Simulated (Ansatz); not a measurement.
The coordinates of a crystal:

```xyz
2
Lattice="2.9888 0.0000 0.0000 0.0000 2.9888 0.0000 0.0000 0.0000 2.9888" Properties=species:S:1:pos:R:3 pbc="T T T"
Ni    0.0000    0.0000    0.0000
Ni    1.4944    1.4944    1.4944
```

Q: What would you see if this were drawn?

A: The element is nickel. The symmetry is that of Im-3m (No. 229), on a body-centred cubic lattice. In terms of structure types, this is body-centred cubic (W type). The cell holds two atoms. Around each Ni lie eight Ni in a cubic arrangement at 2.59 Å. The bonds build a three-dimensional framework.

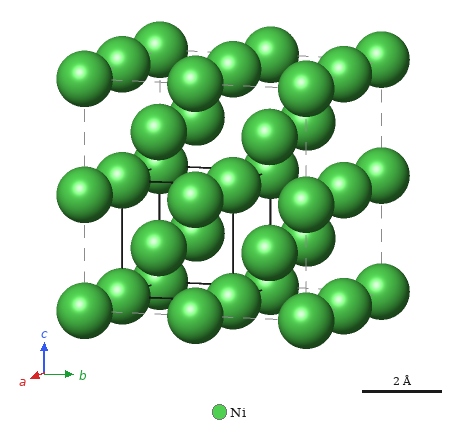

A spheres-only rendering, viewed slightly off an axis. 2×2×2 cells are drawn; the solid outline is the conventional unit cell.

The structure was taken from a structure listed in the Materials Project. The cell was then strained or its atoms displaced on purpose. Ansatz was used for an electronic-structure calculation on it.

At this level of theory the cell isn't at rest (stretched, at -30 GPa), so its distances can differ from those at equilibrium, the more so the softer the solid.
